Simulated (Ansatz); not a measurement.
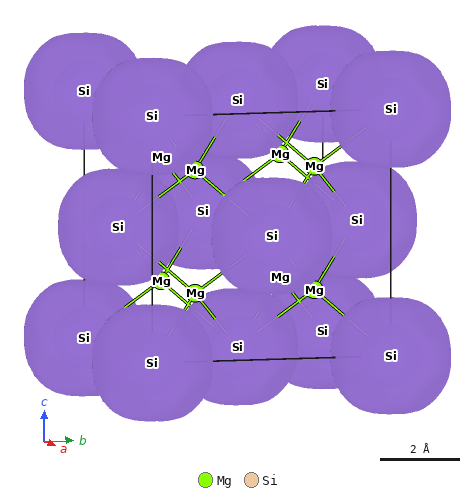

The picture shows: Mg₂Si. Isosurface of the ELF at 0.7 (purple), seen slightly off an axis. Only the valence region is drawn (cores and ρ < 0.01 e/Å³ removed). Sticks mark near contacts.

Space group Fm-3m.

Level of theory: DFT, r2SCAN, PAW with Ansatz's default frozen-core files, scalar-relativistic; relaxation of cell and atoms (Ansatz).

```cif
data_structure
_symmetry_space_group_name_H-M 'P 1'
_symmetry_Int_Tables_number 1
_cell_length_a 6.3384
_cell_length_b 6.3384
_cell_length_c 6.3384
_cell_angle_alpha 90.000
_cell_angle_beta 90.000
_cell_angle_gamma 90.000
_cell_volume 254.64
loop_
_atom_site_label
_atom_site_type_symbol
_atom_site_fract_x
_atom_site_fract_y
_atom_site_fract_z
_atom_site_occupancy
Mg1 Mg 0.25000 0.25000 0.25000 1
Mg2 Mg 0.75000 0.75000 0.25000 1
Mg3 Mg 0.75000 0.25000 0.75000 1
Mg4 Mg 0.25000 0.75000 0.75000 1
Mg5 Mg 0.75000 0.25000 0.25000 1
Mg6 Mg 0.25000 0.75000 0.25000 1
Mg7 Mg 0.25000 0.25000 0.75000 1
Mg8 Mg 0.75000 0.75000 0.75000 1
Si1 Si 0.00000 0.00000 0.00000 1
Si2 Si 0.50000 0.50000 0.00000 1
Si3 Si 0.50000 0.00000 0.50000 1
Si4 Si 0.00000 0.50000 0.50000 1
```

> Describe the localisation domains.

The ELF exceeds this value in four regions wrapped around Si (the valence shell of each), counted in one cell of 12 atoms. Regions shared between cells count once. Along the contacts the grid gives the following. Mg–Si (2.74 Å): the ELF peaks at about 0.85 in the valence shell of Si, 1.1 Å from its nucleus, and is about 0.80 at the midpoint.
